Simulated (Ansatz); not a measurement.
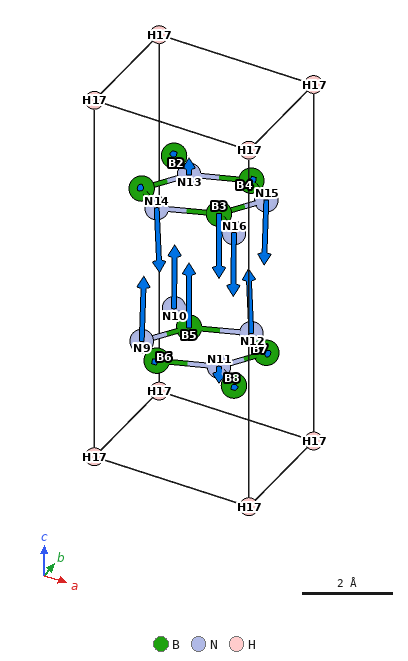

This is a relaxation of a defect cell of composition B₈HN₈ (cell charge −1). The starting structure is drawn; blue arrows show the displacements, magnified 20 times.

The picture is a ball-and-stick view of the cell of the calculation, seen slightly off an axis.

Case: H interstitial, charge -1, atoms relaxed at the host's cell.

These are results of DFT PBE, scalar-relativistic, plane waves, PAW (Ansatz), not measurements.

The input:
```yaml
crystal:
  lattice:
    - [2.5121811436, 4.3512253786, 0.0]
    - [2.5121811436, -4.3512253786, 0.0]
    - [0.0, 0.0, -8.3431635353]
  atoms:
    - { symbol: B, position: [0.1666881411, 0.3333762821, 0.7143912058] }
    - { symbol: B, position: [0.1666881411, 0.8333118589, 0.7143912058] }
    - { symbol: B, position: [0.6666666667, 0.3333333333, 0.7137064329] }
    - { symbol: B, position: [0.6666237179, 0.8333118589, 0.7143912058] }
    - { symbol: B, position: [0.3333333333, 0.6666666667, 0.2862935671] }
    - { symbol: B, position: [0.3333762821, 0.1666881411, 0.2856087942] }
    - { symbol: B, position: [0.8333118589, 0.6666237179, 0.2856087942] }
    - { symbol: B, position: [0.8333118589, 0.1666881411, 0.2856087942] }
    - { symbol: "N", position: [0.166723713, 0.3334474261, 0.2863162795] }
    - { symbol: "N", position: [0.166723713, 0.833276287, 0.2863162795] }
    - { symbol: "N", position: [0.6666666667, 0.3333333333, 0.2848417724] }
    - { symbol: "N", position: [0.6665525739, 0.833276287, 0.2863162795] }
    - { symbol: "N", position: [0.3333333333, 0.6666666667, 0.7151582276] }
    - { symbol: "N", position: [0.3334474261, 0.166723713, 0.7136837205] }
    - { symbol: "N", position: [0.833276287, 0.6665525739, 0.7136837205] }
    - { symbol: "N", position: [0.833276287, 0.166723713, 0.7136837205] }
    - { symbol: H, position: [0.0, 0.0, 0.0] }
  host:
    lattice:
      - [2.5121811436, 0.0, 0.0]
      - [-1.2560905718, 2.1756126893, 0.0]
      - [0.0, 0.0, 8.3431635353]
    atoms:
      - { symbol: B, position: [0.3333333333, 0.6666666667, 0.25] }
      - { symbol: B, position: [0.6666666667, 0.3333333333, 0.75] }
      - { symbol: "N", position: [0.3333333333, 0.6666666667, 0.75] }
      - { symbol: "N", position: [0.6666666667, 0.3333333333, 0.25] }
total_charge: -1
basis:
  ecutwfc: 420
  xc_grid: 2
kpoints:
  mp_grid: { grid: [5, 5, 3], shift: [0.0, 0.0, 0.0] }
hamiltonian:
  xc: pbe
scf:
  occupations: { method: gaussian, width: 0.01 }
output:
  forces: true
  stress: false
  eigenvalues: true
  charged_corrections:
    defect_position: [0.0, 0.0, 0.0]
    epsilon: [[5.4678, 0.0, 0.0], [0.0, 5.4678, 0.0], [0.0, 0.0, 2.1413]]
  write_density: true
  write_potential: true
  elf: true
  volumetric_format: npy
relax:
  adjacent_minimum: "off"
  f_tol: 0.025
  max_steps: 45
```

Run as
```bash
ansatz run input.yaml --threads 4 --pin off --max-ram 10240MiB --backend cpu --events-out ev --progress --plain --runs-dir out
```

### What did the optimiser do to the structure, and how much energy did it gain?

The largest moves, 0.077 Å, are those of 8 atoms (B3, B5, N9, N10 and others). B5 goes along +c. By element the largest moves are B 0.077 Å, N 0.076 Å. H stays in place. The lattice vectors keep their values. Near-neighbour distances that change, for instance: B1–N13 1.450 → 1.457 Å. After 4 geometry steps the energy has fallen by 0.158 eV per cell of the calculation. The largest force component goes from 0.63 to 0.012 eV/Å. Cost: 18 s on 4 threads of Intel(R) Xeon(R) Processor @ 2.70GHz, with other jobs on the host, peak memory 0.62 GiB.

Limits of the set-up: the periodic images lie only 5.0 Å apart, so the values are limited by the cell's size; the cell is charged, on a uniform background, and energies carry no finite-size correction.
